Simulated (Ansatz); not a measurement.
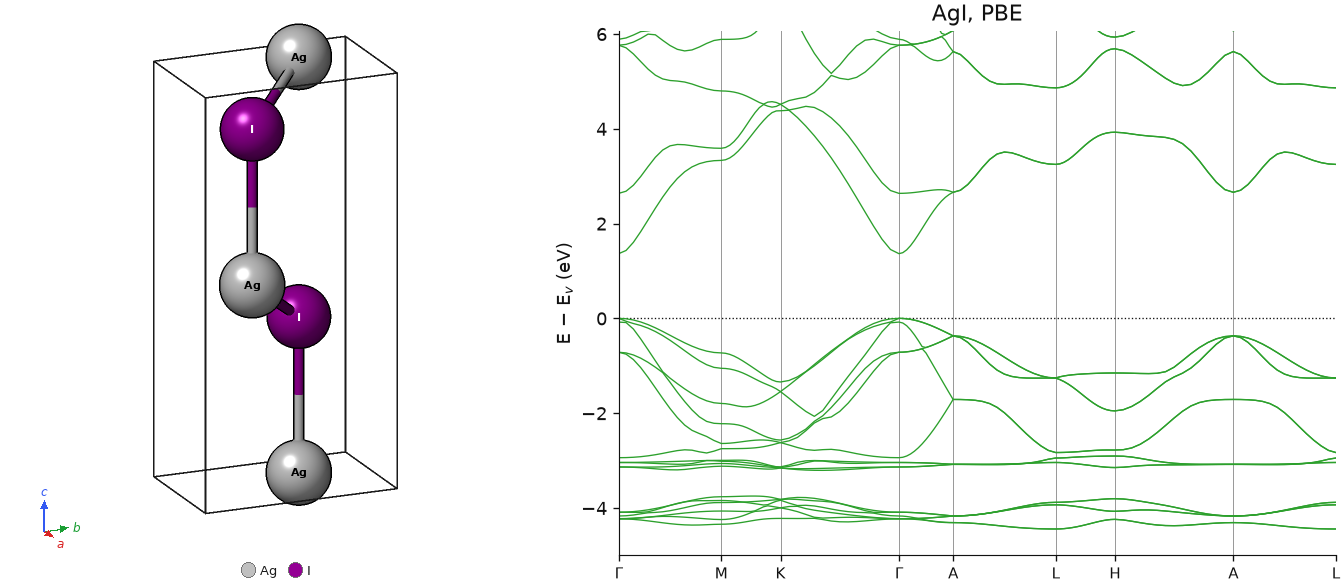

Band structure of AgI, space group P6_3mc (No. 186), 4 atoms in the cell, beside the structure. Method: DFT, PBE, PAW with Ansatz's default frozen-core files, scalar-relativistic, no spin polarisation, 8×8×4 k mesh, Fermi-Dirac smearing of 0.01 eV (Ansatz 0.2.0). Energies are counted from the top of the valence band. The path runs straight from each named point to the next.

A semiconductor. The gap along this path is 1.36 eV and direct: both edges lie at Γ. Two bands meet at the valence-band top at Γ: it is doubly degenerate (spin aside). The next level lies only 0.08 eV lower. The top valence band spans 1.3 eV and the lowest conduction band 3.0 eV. The direct gaps are 5.72 eV at K, 3.03 eV at A and 4.06 eV at M.

Spin-orbit coupling is left out, which matters for I.
